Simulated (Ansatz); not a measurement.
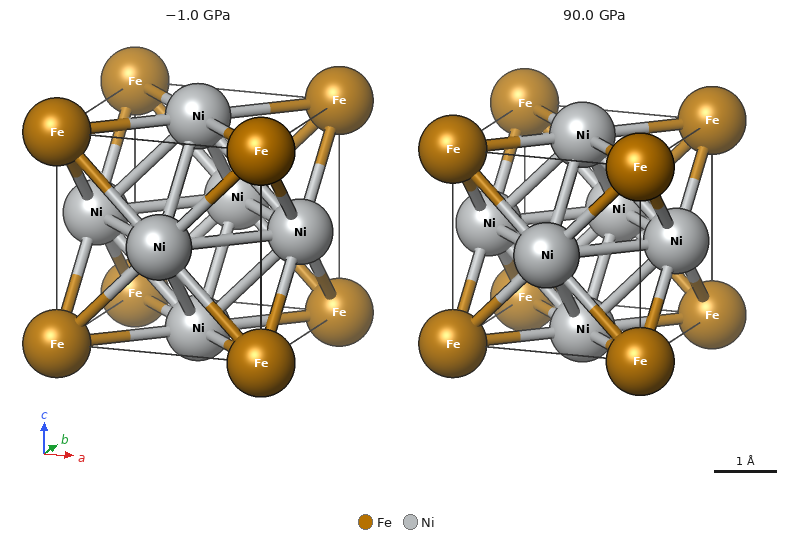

A crystal of FeNi$_{3}$ (set up in Pm-3m), relaxed (cell and atoms) at several target pressures. The picture shows the first and the last member. The picture is a ball-and-stick view of the cell of the calculation, seen slightly off an axis.

Computed with Ansatz 0.2.0: DFT PBE, scalar-relativistic, plane waves, PAW. (plane-wave cutoff 420 eV; k-point mesh 12 × 12 × 12 at −1.0 to 50.0, 14 × 14 × 14 at 90.0 GPa; occupations gaussian; smearing width 0.1 eV; collinear spin; cell and atoms relaxed; force threshold 0.008 eV/Å)

```
pressure (GPa)  volume (Å³/atom)  a (Å)
          −1.0            11.182  3.550
           0.0            11.125  3.544
           1.0            11.070  3.538
           4.0                 ?      ?
          12.0            10.546  3.481
          25.0            10.069  3.428
          50.0             9.392  3.349
          90.0             8.647  3.258
```

Estimate the missing row from the others, and compare with the calculation.

Murnaghan's form V = V₀(1 + B′P/B₀)^(−1/B′), with V₀ = 11.125 Å³ from the row at zero pressure, fits the other rows with B₀ = 202 GPa and B′ = 4.17 (largest miss 0.007 Å³). At 4.0 GPa it gives 11.125 × (1 + 4.17 × 4.0/202)^(−1/4.17) = 10.915 Å³ per atom. The calculation gives 10.909 Å³/atom (a = 3.521 Å). The estimate is 0.006 Å³/atom too high. From the first member to the last: Fe–Ni 2.510 → 2.304 Å, Ni–Ni 2.510 → 2.304 Å.

The whole series:

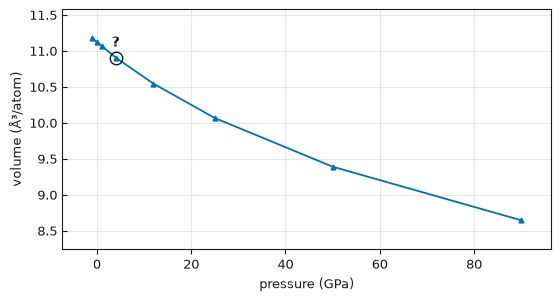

The cells carry a magnetic moment (5.0 to 4.5 μB per cell in all, first to last member); only the order that this cell allows was tried.
